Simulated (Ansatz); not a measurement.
```yaml
crystal:
  lattice:
    - [4.80620, 0.00000, 0.00000]
    - [-2.40310, 4.16229, 0.00000]
    - [0.00000, 0.00000, 6.59524]
  atoms:
    - { symbol: Ta, position: [0.50000, 0.00000, 0.50000] }
    - { symbol: Ta, position: [0.50000, 0.50000, 0.83333] }
    - { symbol: Ta, position: [0.00000, 0.50000, 0.16667] }
    - { symbol: Si, position: [0.15888, 0.31777, 0.50000] }
    - { symbol: Si, position: [0.84112, 0.15888, 0.83333] }
    - { symbol: Si, position: [0.68223, 0.84112, 0.16667] }
    - { symbol: Si, position: [0.84112, 0.68223, 0.50000] }
    - { symbol: Si, position: [0.15888, 0.84112, 0.83333] }
    - { symbol: Si, position: [0.31777, 0.15888, 0.16667] }
```

Space group P6₂22; computed without spin polarisation.

Level of theory: Ansatz, DFT PBE, scalar-relativistic, plane waves, PAW.

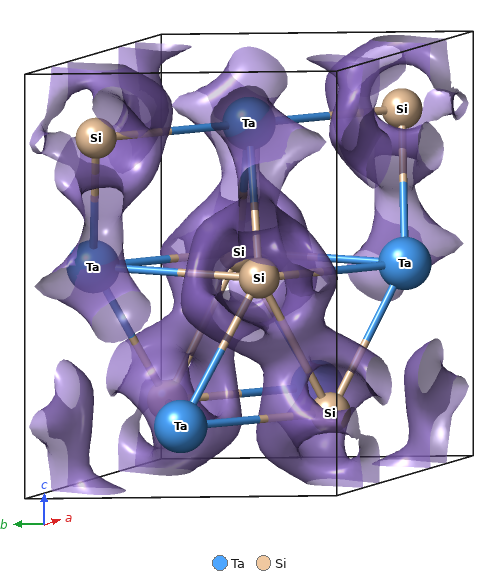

TaSi2. Isosurface of the ELF at 0.65 (purple), seen at an oblique angle. Core shells and regions of very low density are left out. Sticks mark near contacts.

In a PAW calculation such maps are meaningful between the atoms, not at the nuclei.

Q: Where are the electrons localised?

A: At this value the surface marks out channels that run through the cell in one direction, counted in one cell of 9 atoms. Regions shared between cells count once. Along the contacts the grid gives the following. Si–Si (2.57 Å): the ELF peaks at about 0.75 between the atoms. Ta–Si (2.62 Å): the ELF peaks at about 0.75 in the valence shell of Si, 0.9 Å from its nucleus, and is about 0.40 at the midpoint.

Q: Does the calculation make it a metal, or give it a gap?

A: It is metallic or semimetallic at this level of theory: no gap opens.
